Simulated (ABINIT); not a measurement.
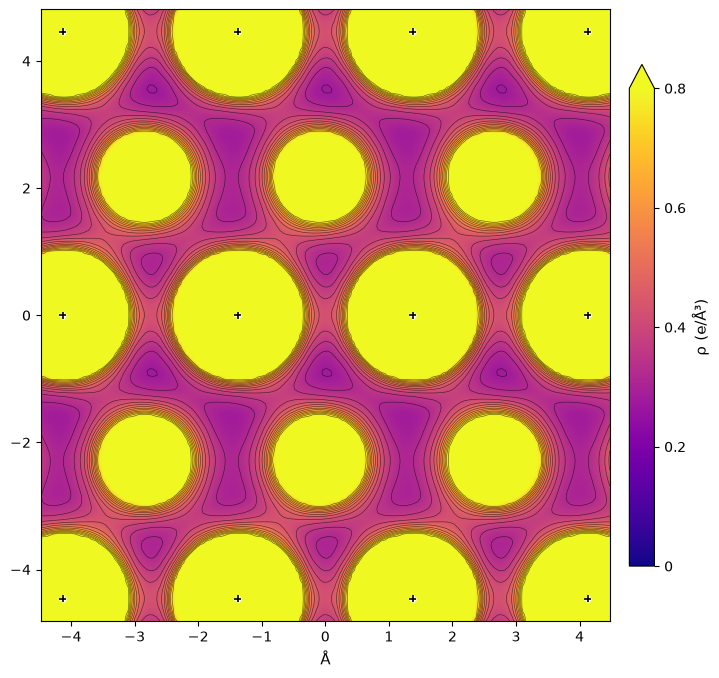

The valence pseudo-density on a plane through atoms (crosses mark nuclei in the plane).

The calculation used Kohn-Sham DFT of a periodic cell, PBE, JTH PAW PBE v2.0 in ABINIT.

Candidates:
A. Ir, a = 2.75 Å, b = 2.75 Å, c = 4.46 Å, α = 90.00°, β = 90.00°, γ = 120.00°. Space group P-1; a structure from a database of computed crystals, not necessarily the ambient phase; not relaxed (largest force 0.8 eV/Å).
B. CoO, a = 5.46 Å, b = 3.20 Å, c = 3.16 Å, α = 90.00°, β = 124.39°, γ = 90.00°. Space group P1; a structure from a database of computed crystals, not necessarily the ambient phase; not relaxed (largest force 0.3 eV/Å); spin-polarised.
C. PbS, a = 4.23 Å, b = 5.98 Å, c = 4.23 Å, α = 89.97°, β = 90.00°, γ = 90.00°. Space group Cm; a structure from a database of computed crystals, not necessarily the ambient phase.

Question: Which system is this?

Answer: Candidate A: Ir on the (010) plane of the conventional cell, which holds Ir.
